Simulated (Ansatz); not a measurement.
```yaml
crystal:
  lattice:
    - [2.90839, 0.00000, 0.00000]
    - [0.00000, 2.90839, 0.00000]
    - [0.00000, 0.00000, 4.10343]
  atoms:
    - { symbol: Si, position: [0.50000, 0.50000, 0.50000] }
    - { symbol: Mg, position: [0.00000, 0.00000, 0.00000] }
```

Space group P4/mmm; a structure from a database of computed crystals, not necessarily the ambient phase.

All numbers below come from Ansatz 0.2.0, Kohn-Sham DFT of a periodic cell, HSE06, Ansatz PAW.

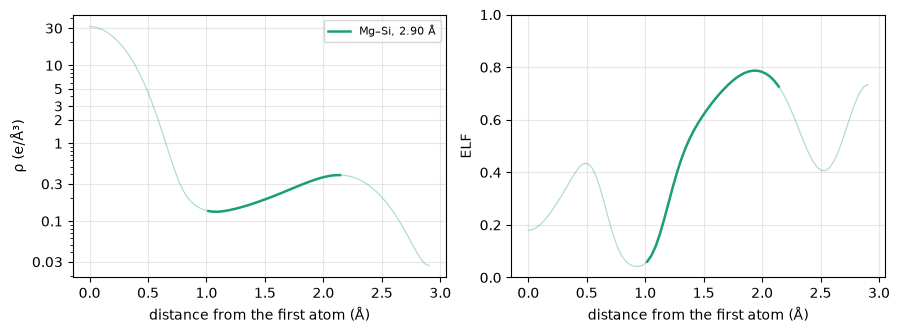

MgSi. Valence electron density and ELF along straight lines between neighbouring atoms. Thin, pale parts lie inside the atomic spheres.

Core electrons are frozen (PAW), and the valence fields are smoothed inside the atomic spheres.

### What can be read from the curves?

Mg–Si (2.90 Å): ρ is about 0.18 e/Å³ halfway, with its minimum of 0.13 e/Å³ about 1.1 Å from Mg; the ELF peaks at about 0.80 in the valence shell of Si, 1.0 Å from its nucleus, and is about 0.60 at the midpoint.
